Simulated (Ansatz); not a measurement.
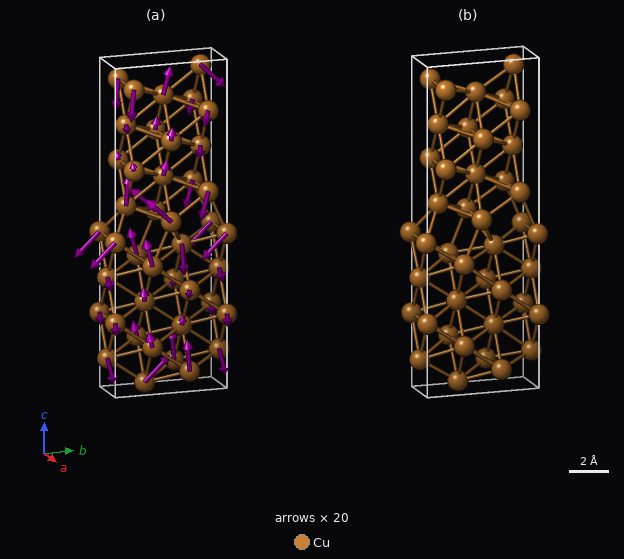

The structure of an interface cell of composition Cu before (left) and after (right) a relaxation, at one scale. The purple arrows give the displacements (the part carried along by the change of the cell is left out), 20 times their true length.

A ball-and-stick model of the cell of the calculation, seen slightly off an axis.

Case: symmetric tilt boundary Sigma 3 (2 1 1), mirror between planes, shift [0, 0.5].

The calculation used Ansatz, DFT PBEsol, scalar-relativistic, plane waves, PAW.

The input:
```yaml
crystal:
  lattice:
    - [2.5196845636, 0.0, 0.0]
    - [0.0, 6.1719414936, 0.0]
    - [0.0, 0.0, 17.7568867327]
  atoms:
    - { symbol: Cu, position: [0.0, 0.3333333333, 0.1433285378] }
    - { symbol: Cu, position: [0.0, 0.6666666667, 0.0614031089] }
    - { symbol: Cu, position: [0.5, 0.0, 0.1023658234] }
    - { symbol: Cu, position: [0.5, 0.3333333333, 0.0204403945] }
    - { symbol: Cu, position: [0.5, 0.6666666667, 0.1842912523] }
    - { symbol: Cu, position: [0.0, 1.0, 0.2252539667] }
    - { symbol: Cu, position: [0.0, 0.3333333333, 0.3891048244] }
    - { symbol: Cu, position: [0.0, 0.6666666667, 0.3071793956] }
    - { symbol: Cu, position: [0.5, 0.0, 0.34814211] }
    - { symbol: Cu, position: [0.5, 0.3333333333, 0.2662166811] }
    - { symbol: Cu, position: [0.5, 0.6666666667, 0.4300675389] }
    - { symbol: Cu, position: [0.0, 1.0, 0.4710302533] }
    - { symbol: Cu, position: [0.0, 0.8333333333, 0.8482240354] }
    - { symbol: Cu, position: [0.0, 0.1666666667, 0.9301494643] }
    - { symbol: Cu, position: [0.5, 0.5, 0.8891867499] }
    - { symbol: Cu, position: [0.5, 0.8333333333, 0.9711121787] }
    - { symbol: Cu, position: [0.5, 0.1666666667, 0.807261321] }
    - { symbol: Cu, position: [0.0, 0.5, 0.7662986066] }
    - { symbol: Cu, position: [0.0, 0.8333333333, 0.6024477488] }
    - { symbol: Cu, position: [0.0, 0.1666666667, 0.6843731777] }
    - { symbol: Cu, position: [0.5, 0.5, 0.6434104632] }
    - { symbol: Cu, position: [0.5, 0.8333333333, 0.7253358921] }
    - { symbol: Cu, position: [0.5, 0.1666666667, 0.5614850344] }
    - { symbol: Cu, position: [0.0, 0.5, 0.5205223199] }
basis:
  ecutwfc: 420
kpoints:
  mp_grid: { grid: [14, 6, 2] }
hamiltonian:
  xc: pbesol
scf:
  occupations: { method: gaussian, width: 0.1 }
output:
  forces: true
  stress: true
  eigenvalues: true
  populations: true
  write_density: true
  write_potential: true
  elf: true
  volumetric_format: npy
relax:
  adjacent_minimum: "off"
  f_tol: 0.02
  max_steps: 60
  cell: { fix: [a, b, alpha, beta, gamma], stress_tol: 0.1 }
```

Run as
```bash
ansatz run input.yaml --threads 4 --pin off --max-ram 12288MiB --backend cpu --events-out ev --progress --plain --runs-dir out
```

### Summarise the run.

After 3 accepted moves (4 points after the start) the energy has fallen by 0.467 eV per cell of the calculation. Largest force component: 1.1 eV/Å at the start, 0.0008 eV/Å at the end. Pressure: 1.60 GPa at the start and 0.01 GPa at the end. At 1 point the geometry stayed and the basis and grid were re-selected for the new cell (energy shift of 0.9 meV per cell of the calculation at most each time). The largest moves relative to the cell, 0.098 Å, are those of Cu4, Cu12, Cu16 and Cu24. Cu4 goes along [0 3 1]. Cell: a unchanged at 2.520 Å, b unchanged at 6.172 Å, c 17.757 → 17.837 Å (+0.5 %). Volume +0.5 %. Near-neighbour distances that change, for instance: Cu2–Cu16 2.284 → 2.435 Å, Cu11–Cu24 2.286 → 2.435 Å, Cu15–Cu17 2.520 → 2.597 Å, Cu11–Cu12 2.520 → 2.464 Å.
